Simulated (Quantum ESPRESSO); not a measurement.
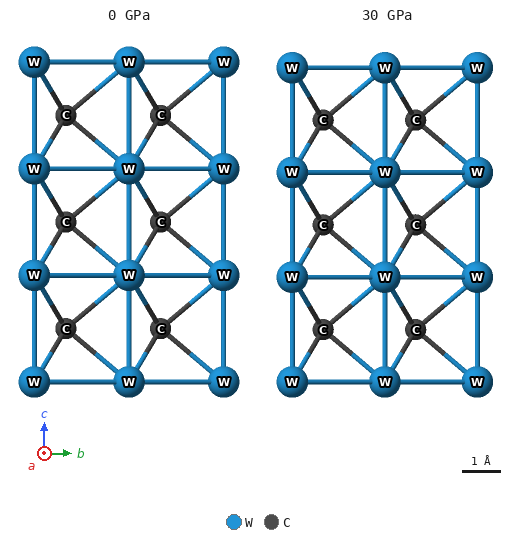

Solid WC (set up in P-6m2), relaxed (cell and atoms) at several target pressures. The picture shows the first and the last member. The picture is a ball-and-stick view of the cell of the calculation, repeated 1 × 2 × 3 with one cell outlined, seen along the a axis.

Computed with Quantum ESPRESSO 7.5: PBEsol, GBRV 1.5 PBEsol. (plane-wave cutoff 870.8 eV; k-point mesh 10 × 10 × 9; occupations fermi-dirac; smearing width 0.05 eV; no spin polarisation)

```csv
pressure (GPa),volume (Å³/atom),a (Å),c (Å)
0,10.307,2.901,2.828
2,?,?,?
5,10.185,2.888,2.819
10,10.069,2.877,2.810
20,9.857,2.854,2.794
30,9.667,2.834,2.779
```

**Fill in the missing row.**

Murnaghan's form V = V₀(1 + B′P/B₀)^(−1/B′), with V₀ = 10.307 Å³ from the row at zero pressure, fits the other rows with B₀ = 408 GPa and B′ = 4.21 (largest miss 0.001 Å³). At 2 GPa it gives 10.307 × (1 + 4.21 × 2/408)^(−1/4.21) = 10.257 Å³ per atom. The calculation gives 10.257 Å³/atom (a = 2.896 Å, c = 2.825 Å). The estimate is right to the digits shown. From the first member to the last: W–W 2.901 → 2.834 Å, W–W 2.828 → 2.779 Å, C–W 2.192 → 2.147 Å.

The whole series:

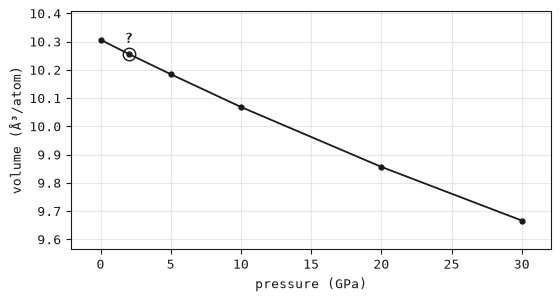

Each member starts from this one structure; whether another phase lies lower wasn't checked.
